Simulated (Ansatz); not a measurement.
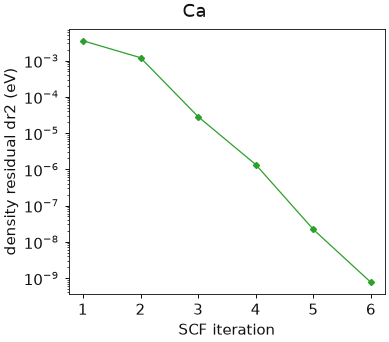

The plot shows the SCF iterations of a calculation: density residual dr2. The starting density is a sum of atomic densities corrected by a trained network.

Ca (1 atom in the cell), run with Ansatz.

```
crystal:
  lattice:
    - [3.6702757891, 0.0, 0.0]
    - [0.0, 3.3562967185, 0.0]
    - [0.0, 0.0, 3.3562967185]
  atoms:
    - { symbol: Ca, position: [0.0, 0.0, 0.0] }
basis:
  ecutwfc: 420
kpoints:
  mp_grid: { grid: [10, 11, 13] }
hamiltonian:
  xc: pbesol
scf:
  occupations: { method: gaussian, width: 0.1 }
  max_iter: 60
output:
  forces: true
  eigenvalues: true
  stress: true
```

Command:
```bash
ansatz run input.yaml --threads 1 --pin off --max-ram 1331MiB --backend cpu --events-out ev --progress --plain --runs-dir out
```

How did this run end?

The run converged; it took 6 iterations. The residual falls at every step. The program put off closing at iteration 5, as it still lacked some of its checks.

Read the residual at the first and at the last step drawn.

It starts near 4 × 10⁻³ and ends near 8 × 10⁻¹⁰ eV.

Is anything amiss with this input?

The input holds an odd setting (a mesh that breaks the symmetry). The SCF closed, but its energy differs from that of a run with usual settings by more than 1 meV per atom.
